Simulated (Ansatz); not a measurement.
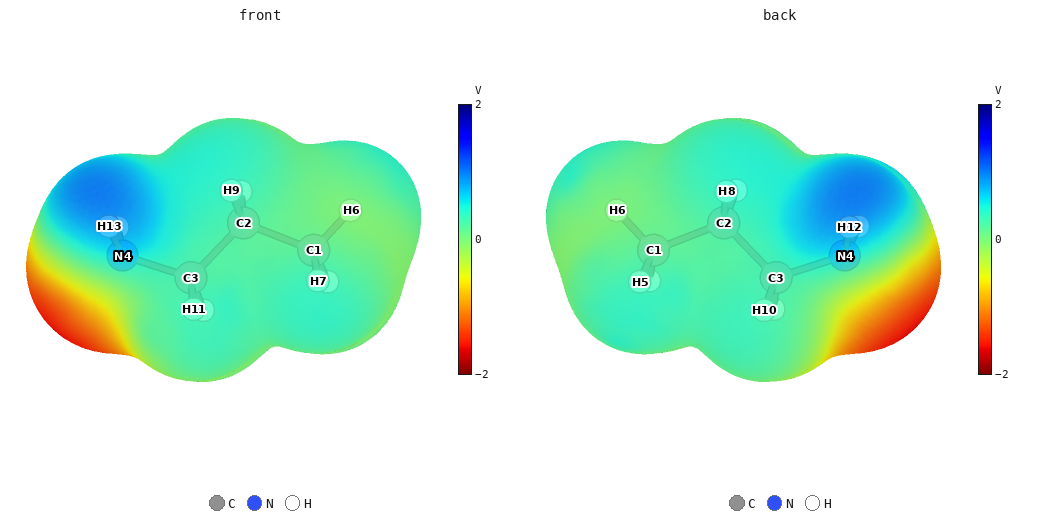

*C3H9N (SMILES CCCN). The molecular electrostatic potential painted on the density surface at 0.001 e/bohr³, seen from the front and from behind; red is negative and blue positive.*

Geometry: PBE0-D4/def2-TZVP.

These are results of RKS PBE0-D4/def2-TZVPP in Ansatz 0.2.0, not measurements.

```csv
atom,x (Å),y (Å),z (Å)
C,-1.0809,1.2270,-0.5609
C,-0.4234,0.2236,0.3708
C,0.7221,-0.5322,-0.2901
N,1.4049,-1.5124,0.5359
H,-1.4909,0.7326,-1.4462
H,-1.8989,1.7583,-0.0698
H,-0.3608,1.9740,-0.9068
H,-1.1676,-0.4992,0.7266
H,-0.0435,0.7356,1.2631
H,0.3483,-1.0448,-1.1837
H,1.4684,0.1856,-0.6494
H,0.7508,-2.2132,0.8642
H,1.7920,-1.0695,1.3609
```

> Describe the electrostatic potential map.

The most negative region (about −1.6 V) lies over N4, the most positive (about +1.0 V) over H12 and H13. N4 is the likeliest acceptor of a hydrogen bond.
